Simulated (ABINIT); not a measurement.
**GaN (F-43m): least direct gap against volume**

The cell of GaN (F-43m) is scaled evenly and the response computed anew at each volume, on one mesh.

The structure is cubic, space group F-43m (No. 216). Conventional cell: a = 4.507 Å, b = 4.507 Å, c = 4.507 Å, α = 90.00°, β = 90.00°, γ = 90.00°. Around Ga on site a lie 4 N at 1.95 Å. N on site d has 4 Ga at 1.95 Å as nearest neighbours.

Method: ABINIT 10.8.3, LDA, independent particles, k-mesh 13×13×13, Lorentzian half width 0.04 eV.

Launch of the response step: `optic optic.abi`. The series took 7.8 min in all, its band step included, on 4 threads of AMD EPYC (Zen 3), on a shared host.

```tsv
V/V₀	V (Å³, primitive cell)	least direct gap (eV)
0.94	21.51	?
0.97	22.20	1.972
1.00	22.89	1.770
1.03	23.57	1.574
1.06	24.26	1.386
```

For small changes the quantity should be close to linear in ln V.

Working, on the rows shown:

| x = ln(V/V₀) | y = least direct gap |
| --- | --- |
| -0.0304592 | 1.972 |
| 0 | 1.77 |
| 0.0295588 | 1.574 |
| 0.0582689 | 1.386 |

Means: x̄ = 0.014342, ȳ = 1.6755. Σ(x − x̄)(y − ȳ) = -0.0289, Σ(x − x̄)² = 0.004374. Slope = -0.0289 / 0.004374 = -6.607; intercept = ȳ − slope · x̄ = 1.7703. The line misses the rows shown by at most 0.00096 eV.

Task: What does the fit predict for the withheld row, and how well does it do?

Result: At x = -0.061875 the line gives y = 2.1791 eV. The run gave 2.180 eV, so the extrapolation is off by 0.00091 eV, 0.1 % of the range in the table.

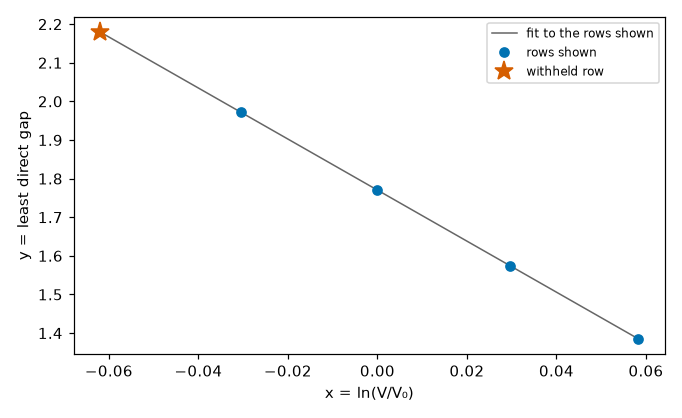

Between the rows on either side of x = 0 the slope is (1.574 − 1.972) / (0.029559 − (-0.030459)) = -6.631. That is a volume deformation potential of -6.6 eV: the least direct gap on this mesh widens by 66 meV for each per cent of compression. LDA gaps are as a rule too small. Spin-orbit coupling is left out.

[Logs are printed without paths, hosts, clocks, repeated set-up lines and the standing remarks that a program may print on its own settings, such as how far it seeks lower states.]
